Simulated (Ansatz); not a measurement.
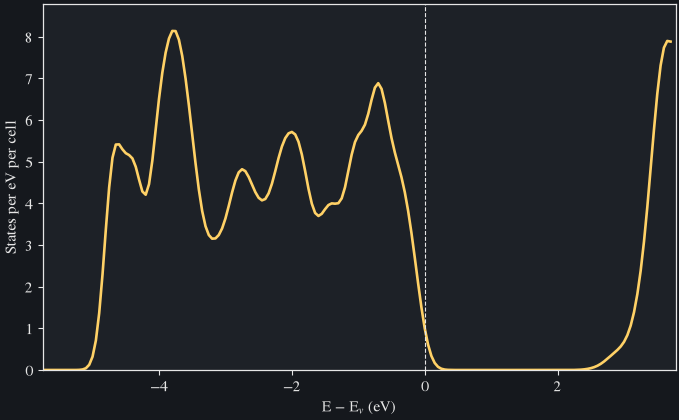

Density of states. Energies are counted from the top of the valence band. The curve is built from the levels of the k mesh with Gaussians 0.3 eV wide, which also blur the band edges.

The Ansatz input:

```
crystal:
  lattice:
    - [-1.8888993383, 1.8888993383, 4.7917223664]
    - [1.8888993383, -1.8888993383, 4.7917223664]
    - [1.8888993383, 1.8888993383, -4.7917223664]
  atoms:
    - { symbol: Ti, position: [0.0, 0.0, 0.0] }
    - { symbol: Ti, position: [0.75, 0.25, 0.5] }
    - { symbol: O, position: [0.2072852706, 0.2072852706, 0.0] }
    - { symbol: O, position: [0.9572852706, 0.4572852706, 0.5] }
    - { symbol: O, position: [0.5427147294, 0.0427147294, 0.5] }
    - { symbol: O, position: [0.7927147294, 0.7927147294, 0.0] }
kpoints:
  mp_grid: { grid: [10, 10, 10] }
  band_path:
    path:
      - [0.0, 0.0, 0.0]
      - [0.0, 0.0, 0.5]
      - [0.25, 0.25, 0.25]
      - [0.0, 0.5, 0.0]
      - [0.5, 0.5, -0.5]
      - [0.288848508, 0.711151492, -0.288848508]
      - [-0.288848508, 0.288848508, 0.288848508]
      - [-0.0776970159, 0.0776970159, 0.5]
      - [0.5, 0.5, -0.0776970159]
      - [0.3, 0.3, -0.3]
      - [0.0, 0.0, 0.4375]
    npoints: 1
hamiltonian:
  xc: r2scan
scf:
  occupations: { method: fixed }
  n_extra_bands: 5
output:
  forces: true
  stress: true
  eigenvalues: true
  write_density: true
  write_potential: true
  elf: true
  volumetric_format: npy
```

Launched with:
```bash
ansatz run input.yaml --threads 4 --pin off --max-ram 4608MiB --backend cpu --events-out ev --progress --plain --runs-dir out
```

**Is there a gap at the Fermi level, and how wide?**

There is a gap; over the k points computed it is 2.54 eV (indirect; the smallest direct gap is 2.87 eV).

**How wide is the upper valence band?**

The upper group of valence states starts about 4.8 eV under the valence-band top, with a gap beneath it; it holds about 24 electrons a cell.
